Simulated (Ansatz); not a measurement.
**Geometry relaxation of Ca (part 2 of 2)**

The same run, continued: Ca (defect cell, 19 atoms in the cell); DFT PBEsol, scalar-relativistic, plane waves, PAW, no spin polarisation (Ansatz 0.2.0); cutoff 420 eV, 4×4×4 k-mesh, Gaussian smearing of 0.1 eV. The structure derives from an entry of the Crystallography Open Database. It belongs to a series of runs on one base structure; here: Ca vacancy after atom 16 has jumped, atoms relaxed.

Geometry of the input (Å; fractional positions):
```
-5.4546  2.7273  8.1820
-5.4546  -2.7273  -8.1820
5.4546  -8.1820  2.7273
Ca 0.0500  0.3500  0.9000
Ca 0.2500  0.7500  0.5000
Ca 0.5500  0.8500  0.9000
Ca 0.2000  0.4000  0.6000
Ca 0.1500  0.0500  0.7000
Ca 0.4000  0.8000  0.2000
Ca 0.7000  0.9000  0.6000
Ca 0.3500  0.4500  0.3000
Ca 0.0000  0.0000  0.0000
Ca 0.6500  0.5500  0.7000
Ca 0.3000  0.1000  0.4000
Ca 0.6000  0.2000  0.8000
Ca 0.8500  0.9500  0.3000
Ca 0.5000  0.5000  0.0000
Ca 0.8000  0.6000  0.4000
Ca 0.1000  -0.3000  -0.2000
Ca 0.7500  0.2500  0.5000
Ca 0.9500  0.6500  0.1000
Ca 0.9000  0.3000  0.2000
```

## Output, continued
```
  k-point 1: bands = ["-37.1212", "-37.1195", "-37.1190", "-37.1188", "-37.1047", "-37.1040", "-37.1036", "-37.1019", "-37.1017", "-37.1004", "-37.0995", "-37.0984", "-36.9534", "-36.9524", "-36.9466", "-36.9404", "-36.9404", "-36.9400", "-36.9382", "-18.2430", "-18.2374", "-18.2334", "-18.2329", "-18.2214", "-18.2200", "-18.2193", "-18.2157", "-18.2112", "-18.2097", "-18.2084", "-18.2049", "-18.1942", "-18.1941", "-18.1914", "-18.1909", "-18.1899", "-18.1853", "-18.1796", "-18.1769", "-18.1753", "-18.1691", "-18.1662", "-18.1631", "-18.1590", "-18.1515", "-18.1506", "-18.1443", "-18.1441", "-18.1430", "-18.1427", "-18.1379", "-18.1341", "-18.1328", "-18.1305", "-18.1279", "-18.0517", "-18.0436", "-18.0397", "-18.0379", "-18.0317", "-18.0292", "-18.0263", "-18.0256", "-18.0128", "-18.0094", "-18.0062", "-18.0056", "-18.0052", "-17.9968", "-17.9962", "-17.9909", "-17.9904", "-17.9898", "-17.9865", "-17.9801", "-17.9763", "0.8936", "1.9893", "2.6744", "2.6849", "2.7337", "2.7990", "2.9466", "3.0613", "3.4857", "3.5146", "3.5993", "3.6341", "3.7977", "3.8153", "4.0747", "4.4937", "4.7690", "4.7823", "4.8793", "4.9145", "5.0003", "5.0724", "5.3177", "5.3202", "5.3332", "5.3943", "5.4316", "5.4406", "5.4549", "5.5186", "5.5355", "5.5844", "5.6100", "5.6438", "5.6482", "5.7109", "5.7230", "5.7815"]
  k-point 2: bands = ["-37.1204", "-37.1203", "-37.1189", "-37.1188", "-37.1051", "-37.1038", "-37.1036", "-37.1026", "-37.1006", "-37.1004", "-37.0990", "-37.0990", "-36.9534", "-36.9524", "-36.9468", "-36.9404", "-36.9404", "-36.9393", "-36.9388", "-18.2428", "-18.2414", "-18.2357", "-18.2340", "-18.2226", "-18.2209", "-18.2184", "-18.2163", "-18.2130", "-18.2112", "-18.2043", "-18.2038", "-18.1959", "-18.1956", "-18.1929", "-18.1871", "-18.1859", "-18.1815", "-18.1795", "-18.1736", "-18.1703", "-18.1693", "-18.1636", "-18.1624", "-18.1597", "-18.1534", "-18.1525", "-18.1499", "-18.1473", "-18.1445", "-18.1412", "-18.1410", "-18.1332", "-18.1307", "-18.1293", "-18.1265", "-18.0530", "-18.0392", "-18.0380", "-18.0327", "-18.0325", "-18.0302", "-18.0280", "-18.0275", "-18.0123", "-18.0100", "-18.0066", "-18.0053", "-18.0049", "-17.9981", "-17.9975", "-17.9921", "-17.9910", "-17.9900", "-17.9872", "-17.9814", "-17.9748", "1.2609", "1.3806", "2.5595", "2.5718", "2.6167", "2.7443", "3.2342", "3.2406", "3.3272", "3.4478", "3.8096", "3.9227", "4.2264", "4.2528", "4.2702", "4.3410", "4.5111", "4.6756", "4.6824", "4.7089", "4.8222", "4.8554", "5.2509", "5.2723", "5.2756", "5.3269", "5.3889", "5.4227", "5.4231", "5.5105", "5.5913", "5.5916", "5.6840", "5.7016", "5.7383", "5.7508", "5.7903", "5.8038"]
  k-point 13: bands = ["-37.1200", "-37.1200", "-37.1192", "-37.1191", "-37.1063", "-37.1030", "-37.1025", "-37.1025", "-37.1009", "-37.1006", "-37.1006", "-37.0979", "-36.9534", "-36.9524", "-36.9468", "-36.9403", "-36.9403", "-36.9393", "-36.9388", "-18.2389", "-18.2389", "-18.2347", "-18.2305", "-18.2293", "-18.2293", "-18.2232", "-18.2223", "-18.2151", "-18.2151", "-18.2116", "-18.2076", "-18.1951", "-18.1856", "-18.1856", "-18.1807", "-18.1793", "-18.1793", "-18.1773", "-18.1759", "-18.1718", "-18.1626", "-18.1591", "-18.1591", "-18.1569", "-18.1536", "-18.1536", "-18.1514", "-18.1514", "-18.1492", "-18.1480", "-18.1414", "-18.1359", "-18.1270", "-18.1270", "-18.1268", "-18.0418", "-18.0405", "-18.0405", "-18.0387", "-18.0273", "-18.0273", "-18.0231", "-18.0231", "-18.0169", "-18.0130", "-18.0117", "-18.0071", "-18.0027", "-18.0027", "-18.0017", "-17.9905", "-17.9905", "-17.9884", "-17.9878", "-17.9790", "-17.9790", "1.8019", "1.8150", "1.8150", "1.9278", "2.0850", "2.3307", "3.7768", "3.8371", "3.8616", "3.8616", "3.8699", "3.8699", "3.8986", "4.1108", "4.3805", "4.3954", "4.8213", "4.8213", "4.8374", "4.8796", "5.0657", "5.0925", "5.0925", "5.1285", "5.1328", "5.1589", "5.1978", "5.1978", "5.2929", "5.2929", "5.3687", "5.3687", "5.5113", "5.5155", "5.5538", "5.6628", "5.6628", "5.8381"]
--- Relaxed structure (3 steps of the walk, 3 accepted, 0 SCFs on fresh bases) ---
  F+E_penalty+E_count = -34079.74998595 eV   max|allowed force component| = 1.663e-3 eV/Å
  atoms:
    - { symbol: Ca, position: [0.04715336026628526, 0.35287545190595326, 0.9000288121722386] }
    - { symbol: Ca, position: [0.2471245480940468, 0.7471533602662852, 0.49427790836033203] }
    - { symbol: Ca, position: [0.5491237182138088, 0.8510187490907855, 0.9001424673045941] }
    - { symbol: Ca, position: [0.19999999999999998, 0.4000000000000001, 0.6] }
    - { symbol: Ca, position: [0.15101874909078544, 0.0508762817861914, 0.7018950308769768] }
    - { symbol: Ca, position: [0.4014971730207545, 0.8001778359197501, 0.19897470910700488] }
    - { symbol: Ca, position: [0.7000000000000001, 0.9000000000000001, 0.5999999999999999] }
    - { symbol: Ca, position: [0.3508762817861914, 0.44898125090921465, 0.29985753269540594] }
    - { symbol: Ca, position: [0.0012031268127452384, 0.0025224639137497104, 0.001025290892995209] }
    - { symbol: Ca, position: [0.6528754519059532, 0.5528466397337148, 0.7057220916396678] }
    - { symbol: Ca, position: [0.3025224639137497, 0.10149717302075457, 0.40131933710100454] }
    - { symbol: Ca, position: [0.5974775360862503, 0.1985028269792456, 0.7986806628989956] }
    - { symbol: Ca, position: [0.8528466397337146, 0.9471245480940467, 0.29997118782776155] }
    - { symbol: Ca, position: [0.4985028269792455, 0.49982216408025, 0.001025290892995209] }
    - { symbol: Ca, position: [0.7998221640802501, 0.5987968731872547, 0.40131933710100454] }
    - { symbol: Ca, position: [0.10017783591975005, -0.2987968731872548, -0.20131933710100453] }
    - { symbol: Ca, position: [0.7489812509092146, 0.24912371821380866, 0.49810496912302327] }
    - { symbol: Ca, position: [0.95, 0.65, 0.09999999999999996] }
    - { symbol: Ca, position: [0.8987968731872548, 0.29747753608625027, 0.19897470910700477] }
```

## Trajectory as extended XYZ (Å, eV, eV/Å), 3 frames, from step=1 to step=3
```
19
Lattice="-5.4546 2.7273 8.1820 -5.4546 -2.7273 -8.1820 5.4546 -8.1820 2.7273" Properties=species:S:1:pos:R:3:forces:R:3 step=1 energy=-34079.73998
Ca    2.7273   -8.1820    0.0000    0.0000  -0.0244  -0.0738
Ca   -2.7273   -5.4546   -2.7273    0.0000   0.0738  -0.0244
Ca   -2.7273   -8.1820    0.0000    0.0000  -0.0191  -0.0159
Ca    0.0000   -5.4546    0.0000    0.0000   0.0000   0.0000
Ca    2.7273   -5.4546    2.7273    0.0000  -0.0159   0.0191
Ca   -5.4546   -2.7273   -2.7273   -0.0098   0.0140   0.0108
Ca   -5.4546   -5.4546    0.0000    0.0000   0.0000   0.0000
Ca   -2.7273   -2.7273    0.0000    0.0000   0.0191   0.0159
Ca    0.0000    0.0000    0.0000   -0.0098  -0.0140  -0.0108
Ca   -2.7273   -5.4546    2.7273    0.0000  -0.0738   0.0244
Ca    0.0000   -2.7273    2.7273   -0.0098  -0.0108   0.0140
Ca    0.0000   -5.4546    5.4546    0.0098   0.0108  -0.0140
Ca   -8.1820   -2.7273    0.0000    0.0000   0.0244   0.0738
Ca   -5.4546    0.0000    0.0000    0.0098  -0.0140  -0.0108
Ca   -5.4546   -2.7273    2.7273    0.0098  -0.0108   0.0140
Ca    0.0000    2.7273    2.7273   -0.0098   0.0108  -0.0140
Ca   -2.7273   -2.7273    5.4546    0.0000   0.0159  -0.0191
Ca   -8.1820    0.0000    2.7273    0.0000   0.0000   0.0000
Ca   -5.4546    0.0000    5.4546    0.0098   0.0140   0.0108
19
Lattice="-5.4546 2.7273 8.1820 -5.4546 -2.7273 -8.1820 5.4546 -8.1820 2.7273" Properties=species:S:1:pos:R:3:forces:R:3 step=2 energy=-34079.74828
Ca    2.7273   -8.1889   -0.0287    0.0000  -0.0135  -0.0269
Ca   -2.7273   -5.4260   -2.7342    0.0000   0.0269  -0.0135
Ca   -2.7273   -8.1867   -0.0086    0.0000  -0.0077  -0.0078
Ca    0.0000   -5.4546    0.0000    0.0000   0.0000   0.0000
Ca    2.7273   -5.4632    2.7321    0.0000  -0.0078   0.0077
Ca   -5.4620   -2.7197   -2.7231   -0.0062   0.0052   0.0057
Ca   -5.4546   -5.4546    0.0000    0.0000   0.0000   0.0000
Ca   -2.7273   -2.7226    0.0086    0.0000   0.0077   0.0078
Ca   -0.0074   -0.0076   -0.0043   -0.0062  -0.0052  -0.0057
Ca   -2.7273   -5.4833    2.7342    0.0000  -0.0269   0.0135
Ca   -0.0074   -2.7316    2.7349   -0.0062  -0.0057   0.0052
Ca    0.0074   -5.4504    5.4471    0.0062   0.0057  -0.0052
Ca   -8.1820   -2.7204    0.0287    0.0000   0.0135   0.0269
Ca   -5.4473   -0.0076   -0.0043    0.0062  -0.0052  -0.0057
Ca   -5.4473   -2.7316    2.7349    0.0062  -0.0057   0.0052
Ca   -0.0074    2.7316    2.7197   -0.0062   0.0057  -0.0052
Ca   -2.7273   -2.7187    5.4499    0.0000   0.0078  -0.0077
Ca   -8.1820    0.0000    2.7273    0.0000   0.0000   0.0000
Ca   -5.4473    0.0076    5.4589    0.0062   0.0052   0.0057
19
Lattice="-5.4546 2.7273 8.1820 -5.4546 -2.7273 -8.1820 5.4546 -8.1820 2.7273" Properties=species:S:1:pos:R:3:forces:R:3 step=3 energy=-34079.74999
Ca    2.7273   -8.1978   -0.0467    0.0000  -0.0003  -0.0008
Ca   -2.7273   -5.4079   -2.7432    0.0000   0.0008  -0.0003
Ca   -2.7273   -8.1883   -0.0151    0.0000   0.0017   0.0015
Ca    0.0000   -5.4546    0.0000    0.0000   0.0000   0.0000
Ca    2.7273   -5.4698    2.7337    0.0000   0.0015  -0.0017
Ca   -5.4694   -2.7153   -2.7193   -0.0005  -0.0008  -0.0005
Ca   -5.4546   -5.4546    0.0000    0.0000   0.0000   0.0000
Ca   -2.7273   -2.7210    0.0151    0.0000  -0.0017  -0.0015
Ca   -0.0147   -0.0120   -0.0080   -0.0005   0.0008   0.0005
Ca   -2.7273   -5.5014    2.7432    0.0000  -0.0008   0.0003
Ca   -0.0147   -2.7353    2.7393   -0.0005   0.0005  -0.0008
Ca    0.0147   -5.4466    5.4427    0.0005  -0.0005   0.0008
Ca   -8.1820   -2.7115    0.0467    0.0000   0.0003   0.0008
Ca   -5.4399   -0.0120   -0.0080    0.0005   0.0008   0.0005
Ca   -5.4399   -2.7353    2.7393    0.0005   0.0005  -0.0008
Ca   -0.0147    2.7353    2.7153   -0.0005  -0.0005   0.0008
Ca   -2.7273   -2.7122    5.4483    0.0000  -0.0015   0.0017
Ca   -8.1820    0.0000    2.7273    0.0000   0.0000   0.0000
Ca   -5.4399    0.0120    5.4626    0.0005  -0.0008  -0.0005
```

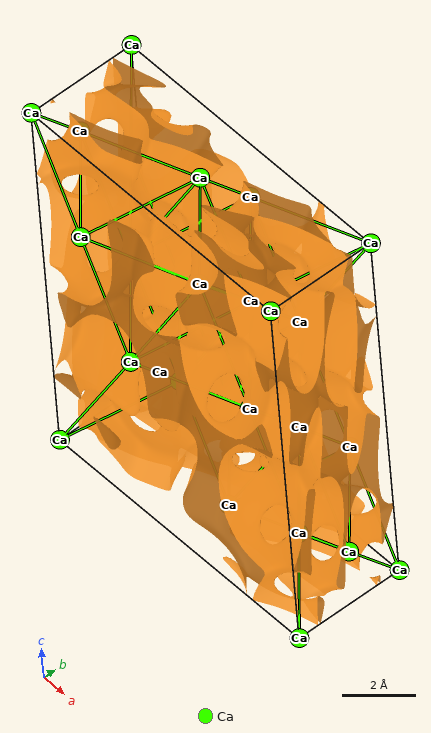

Figure 1. Isosurface of the ELF at 0.45 (orange), seen slightly off an axis. Core shells and regions of very low density are left out. Sticks mark near contacts. The outline is the calculation cell. Values along the shortest contacts: Ca–Ca (3.81 Å): the ELF is about 0.30 at the midpoint; no shared electron pair. The fields are those of the smooth PAW valence density.

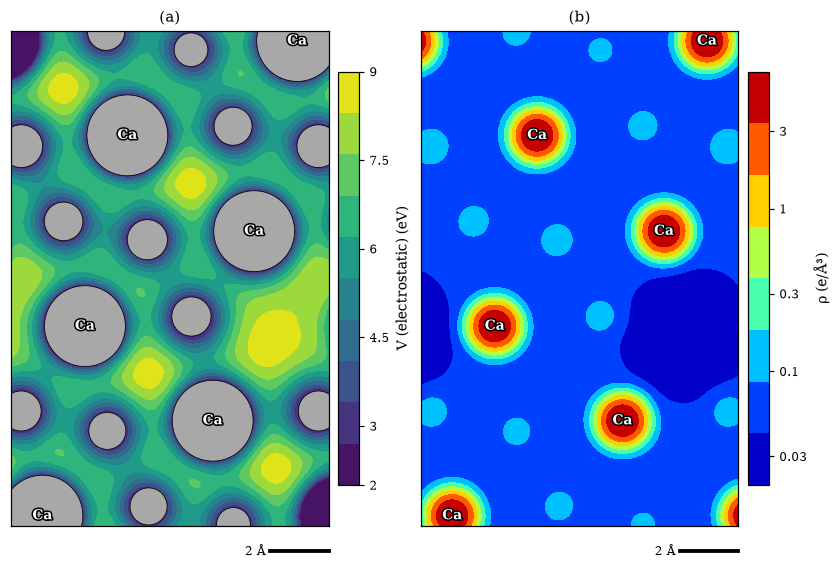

Figure 2. (a) electrostatic potential energy of an electron; (b) valence electron density on the (011) plane of the calculation cell. Grey discs, where drawn, cover atomic cores. Atoms in the plane: Ca. Away from the nuclei the density in this plane falls to 0.02 e/Å³ at its lowest. Outside the cores the potential energy rises away from the atoms and is highest about 2.9 Å from the nearest atoms; outside the discs it spans about 6 eV, and its zero is arbitrary.

## Results in brief

- outcome: converged
- electrons treated: 190
- free energy: −34079.7500 eV
- Fermi energy: 4.775 eV
- gap on the k-point mesh: none (metallic)
- pressure: −0.24 GPa
- final volume: 811.47 Å³
- largest force (length of the vector) at the end: 0.002 eV/Å
- wall time: 95 s (CPU time 6.3 min)
- peak memory: 2.5 GiB

## Notes

Warnings of the run: the SCF threshold is looser than advised for the printed stress.
